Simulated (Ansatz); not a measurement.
**Run report: MoSe₂, single-point calculation (part 2 of 2)**

Continued. System: MoSe₂ (P6₃/mmc, 6 atoms in the cell). Method: DFT PBEsol+U, scalar-relativistic, plane waves, PAW, Ueff = 1 eV on Mo atom 1 d; Ueff = 1 eV on Mo atom 2 d, spin-polarised (Ansatz 0.2.0); cutoff 420 eV, 7×7×2 k-mesh, Gaussian smearing of 0.05 eV, collinear spins. The structure derives from an entry of the Crystallography Open Database. It belongs to a series of runs on one base structure; here: antiferromagnetic start, free.

Geometry of the input (Å; fractional positions):
```
3.2880  0.0000  0.0000
-1.6440  2.8475  0.0000
0.0000  0.0000  12.9000
Mo 0.3333  0.6667  0.2500
Mo 0.6667  0.3333  0.7500
Se 0.3333  0.6667  0.6250
Se 0.6667  0.3333  0.1250
Se 0.3333  0.6667  0.8750
Se 0.6667  0.3333  0.3750
```

```
SCF converged after 20 iterations
Magnetization: 0.0000 μB (46.0000 up, 46.0000 down)
Absolute magnetization: 0.0000 μB (∫|ρ↑−ρ↓|, with the PAW one-centre terms)
Spin contamination: 0.0000 ħ² per cell (⟨S²⟩ above its minimum at these occupations)
Per-site moments (μB) at R_I (Å): [(1.2768186510602922e-6, 1.0274317352800983), (-1.2768827556598334e-6, 1.0274317352800983), (5.131687536619041e-7, 1.0274317352800986), (-5.132263899199784e-7, 1.0274317352800983), (5.13168753371499e-7, 1.0274317352800983), (-5.132263897039661e-7, 1.0274317352800986)]
Free energy (F): -31493.524106 eV
Harris-Foulkes:  -31493.524106 eV  (|F-HF|=1.38e-10)
Internal energy: -31493.524106 eV  (E = F + TS)
E sigma→0 (E₀):  -31493.524106 eV
Fermi energy:    12.923987 eV
--- Per-component energies (eV) ---
  E_band       = -1641.029112
  E_kinetic    = 1364.311347
  E_local      = -12159.371818  (includes V_loc(G=0)·N_el)
  E_nonlocal   = -2079.429220
  E_hartree    = 5754.190180
  E_xc         = -782.022223
  E_vxc        = -854.437397  (∫ρ·V_xc dr)
  E_hubbard    = 2.478071  (on-site DFT+U / exact-exchange correction)
  E_vhub       = -0.370183  (the Hubbard potential's part of the band-sum identity)
  E_paw        = -13759.763753  (= ΣΔE_a)
  E_vpaw       = 579.889581  (= ΣTr[D̂ρ^β])
  E_aug_tail   = -0.002313  (compensation charges beyond the density's cutoff)
  E_ewald      = -9838.366777
  E_core_change = 4.452400  (= ΣΔE_core)
  E_smearing   = -0.000000  (= −TS)
  E_closure    = 0.000000  (closes the sum)
  Σ components = -31493.524106   (vs F -31493.524106, Δ=0.00e0)
--- Specified on-site occupations, and those of the state reported ---
  electrons in the specified blocks: 4.2000 specified, 10.6526 found
  site 1 (l=d) ↑: largest change of an orbital's occupation 0.5666; electrons 0.1000 specified, 2.6632 found; spectral distance 1.1487
  site 0 (l=d) ↓: largest change of an orbital's occupation 0.5666; electrons 0.1000 specified, 2.6632 found; spectral distance 1.1487
  site 1 (l=d) ↓: largest change of an orbital's occupation 0.5215; electrons 2.0000 specified, 2.6632 found; spectral distance 1.0282
  site 0 (l=d) ↑: largest change of an orbital's occupation 0.5215; electrons 2.0000 specified, 2.6632 found; spectral distance 1.0282
--- Forces (eV/Å), atoms counted from 1 ---
  atom   1  Mo    -0.00000000     0.00000022     0.00000000
  atom   2  Mo     0.00000000    -0.00000022     0.00000000
  atom   3  Se     0.00000000    -0.00000012    -0.78655488
  atom   4  Se    -0.00000000     0.00000012    -0.78655645
  atom   5  Se     0.00000000    -0.00000012     0.78655488
  atom   6  Se    -0.00000000     0.00000012     0.78655645
  max |Σ_I F_I| component: 2.43e-9 eV/Å
--- Stress (GPa, compression-positive) ---
        1.247594       0.000000       0.000000
        0.000000       1.247594       0.000000
        0.000000       0.000000       6.869018
  P = ⅓ Tr σ = 3.1214 GPa (31.214 kbar)
--- Band table (eV; the first three rows and the last of 64) ---
  k-point 0 ↑: bands = ["-48.7231", "-48.7231", "-35.4807", "-35.4807", "-35.4807", "-35.4807", "-35.4802", "-35.4802", "-35.4802", "-35.4802", "-35.4404", "-35.4404", "-35.4402", "-35.4402", "-35.4390", "-35.4389", "-35.4388", "-35.4388", "-35.4242", "-35.4240", "-35.4209", "-35.4207", "-22.9275", "-22.9275", "-22.7480", "-22.7480", "-22.7480", "-22.7480", "-2.6431", "-2.4084", "-1.5274", "-1.1515", "5.7422", "6.7625", "9.1099", "9.4922", "9.4922", "9.5046", "9.5046", "10.5963", "10.5963", "10.6354", "10.6354", "11.3031", "11.5871", "12.4179", "14.8704", "14.8704", "14.9203", "14.9203", "15.1487", "15.1487", "15.3255", "15.3255", "17.5315", "17.9403", "20.2426", "20.4208"]
  k-point 1 ↑: bands = ["-48.7231", "-48.7231", "-35.4807", "-35.4807", "-35.4807", "-35.4807", "-35.4802", "-35.4802", "-35.4802", "-35.4802", "-35.4403", "-35.4403", "-35.4403", "-35.4403", "-35.4389", "-35.4389", "-35.4388", "-35.4388", "-35.4241", "-35.4241", "-35.4208", "-35.4208", "-22.9275", "-22.9275", "-22.7480", "-22.7480", "-22.7480", "-22.7480", "-2.5423", "-2.5423", "-1.3247", "-1.3247", "6.1681", "6.1681", "9.4983", "9.4983", "9.4983", "9.4983", "10.0572", "10.0572", "10.6158", "10.6158", "10.6159", "10.6159", "12.2278", "12.2278", "14.8871", "14.8871", "14.8871", "14.8871", "15.2449", "15.2449", "15.2449", "15.2449", "17.7680", "17.7680", "20.4125", "20.4125"]
  k-point 2 ↑: bands = ["-48.7184", "-48.7184", "-35.4805", "-35.4805", "-35.4803", "-35.4803", "-35.4799", "-35.4798", "-35.4794", "-35.4793", "-35.4405", "-35.4404", "-35.4403", "-35.4402", "-35.4394", "-35.4392", "-35.4390", "-35.4388", "-35.4238", "-35.4236", "-35.4204", "-35.4202", "-22.9152", "-22.9152", "-22.8023", "-22.8023", "-22.7601", "-22.7601", "-2.3582", "-2.1290", "-1.3719", "-1.0252", "6.0721", "7.0773", "8.6863", "8.8361", "8.8803", "9.6959", "9.7730", "9.8002", "10.1668", "10.2189", "10.6864", "11.3038", "11.7163", "11.9049", "14.2282", "14.3603", "14.6024", "14.6926", "14.7079", "14.9345", "15.2398", "15.3867", "18.8116", "19.2009", "20.6454", "21.3309"]
  k-point 31 ↓: bands = ["-48.7012", "-48.7012", "-35.4802", "-35.4802", "-35.4793", "-35.4793", "-35.4770", "-35.4770", "-35.4768", "-35.4768", "-35.4414", "-35.4414", "-35.4408", "-35.4408", "-35.4399", "-35.4399", "-35.4394", "-35.4394", "-35.4223", "-35.4222", "-35.4187", "-35.4187", "-22.9738", "-22.9738", "-22.8701", "-22.8701", "-22.8272", "-22.8272", "-1.0127", "-1.0127", "-0.5638", "-0.5638", "6.6732", "6.6732", "7.4260", "7.4260", "8.0490", "8.0490", "8.8744", "8.8744", "9.8012", "9.8012", "10.5183", "10.5183", "11.2302", "11.2302", "13.7530", "13.7530", "14.1480", "14.1480", "15.0307", "15.0307", "16.2107", "16.2107", "19.1518", "19.1518", "20.2343", "20.2343"]
Occupation matrices written to [file]
--- Löwdin populations: 6 sites ---
  site symbol       q [e]    m [muB]
     0     Mo     13.8031     0.0000
     1     Mo     13.8031    -0.0000
     2     Se     16.0119     0.0000
     3     Se     16.0119    -0.0000
     4     Se     16.0119     0.0000
     5     Se     16.0119    -0.0000
  spilling = 0.003764 (of n_electrons = 92.000000)
--- Occupation matrices: 2 shells (run DFT+U table (all-electron-ortho-atomic); ε = 4.73e-4) ---
  Mo0 d_4D: site group D3h (-6m2)
  Mo0 d_4D up     Tr n = 2.6632  λ = 0.497 0.497 0.541 0.541 0.587  [2× xz 0.50 E''(1.00) | 2× x2-y2 0.50 E'(1.00) | z2 1.00 A1'(1.00)]
  Mo0 d_4D dn     Tr n = 2.6632  λ = 0.497 0.497 0.541 0.541 0.587  [2× xz 0.50 E''(1.00) | 2× x2-y2 0.50 E'(1.00) | z2 1.00 A1'(1.00)]
  specified occupation → Mo0 d_4D up: matrix, ‖Δ‖_F = 1.0282, Tr Δ = -0.6632, displaced = 1.1435, d_λ = 1.0282; orbital distance = 0.7071
  specified occupation → Mo0 d_4D dn: matrix, ‖Δ‖_F = 1.1487, Tr Δ = -2.5632, displaced = 1.2816, d_λ = 1.1487; orbital distance = 0.0000
  Mo1 d_4D: site group D3h (-6m2)
  Mo1 d_4D up     Tr n = 2.6632  λ = 0.497 0.497 0.541 0.541 0.587  [2× xz 0.50 E''(1.00) | 2× x2-y2 0.50 E'(1.00) | z2 1.00 A1'(1.00)]
  Mo1 d_4D dn     Tr n = 2.6632  λ = 0.497 0.497 0.541 0.541 0.587  [2× xz 0.50 E''(1.00) | 2× x2-y2 0.50 E'(1.00) | z2 1.00 A1'(1.00)]
  specified occupation → Mo1 d_4D up: matrix, ‖Δ‖_F = 1.1487, Tr Δ = -2.5632, displaced = 1.2816, d_λ = 1.1487; orbital distance = 0.0000
  specified occupation → Mo1 d_4D dn: matrix, ‖Δ‖_F = 1.0282, Tr Δ = -0.6632, displaced = 1.1435, d_λ = 1.0282; orbital distance = 0.7071
  Tr n, λ and their labels are of the run-group-symmetrised matrices; stabiliser: 48 of 48 elements of G0×{1,Θ} (closed), max defect 2.1e-6 at τ = 1.0e-4
```

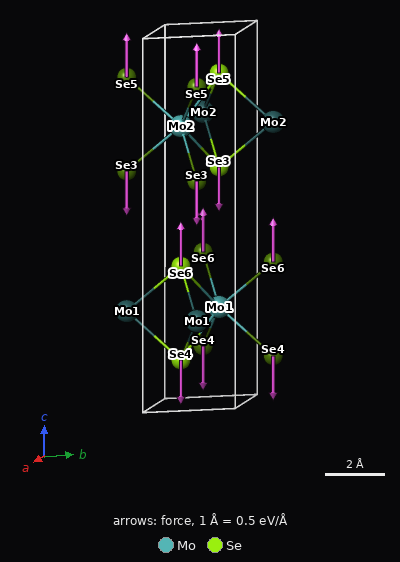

Forces on the atoms as pink arrows (ball-and-stick view of the cell of the calculation, seen slightly off an axis; neighbours outside the cell are drawn fainter; atoms are numbered from 1 in the order of the input). The largest act on all 4 Se atoms (0.79 eV/Å). The geometry is not a stationary point of this energy.

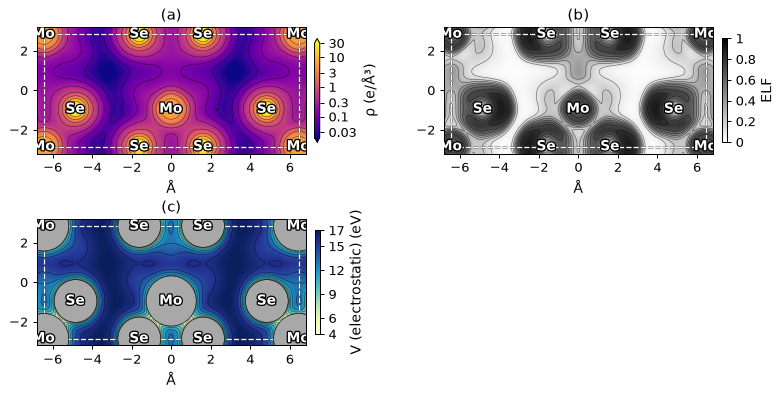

(a) valence charge density (pseudo); (b) electron localisation function; (c) electrostatic potential energy of an electron on the (110) plane of the conventional cell. Grey discs, where drawn, cover atomic cores. Atoms in the plane: Mo and Se. Mo–Se (2.49 Å): ρ is about 0.57 e/Å³ halfway; the ELF is about 0.50 at the midpoint. Away from the nuclei the density in this plane falls to 0.02 e/Å³ at its lowest. The strong features right at Mo lie inside the PAW spheres (semicore, d or f shells) and say nothing about bonding. Outside the cores the potential energy rises away from the atoms and is highest about 2.0 Å from the nearest atoms; outside the discs it spans about 12 eV, and its zero is arbitrary. The fields are those of the smooth PAW valence density.

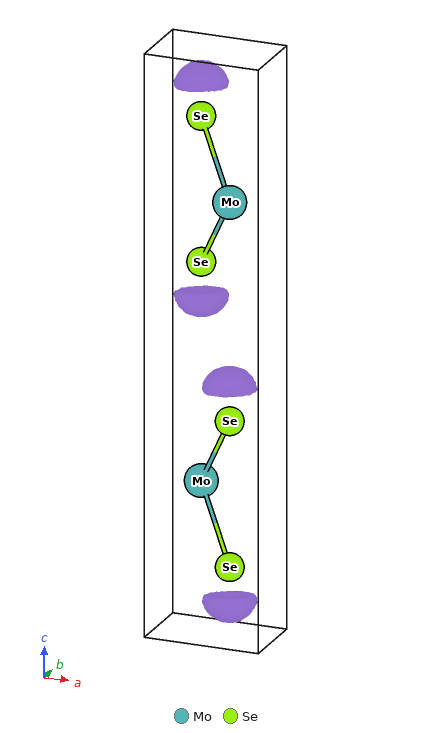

Isosurface of the electron localisation function at 0.85 (purple), seen slightly off an axis. Only the valence region is drawn (cores and ρ < 0.01 e/Å³ removed). Sticks mark near contacts. The outline is the cell set on symmetry axes. Values along the shortest contacts: Mo–Se (2.49 Å): the ELF is about 0.50 at the midpoint.
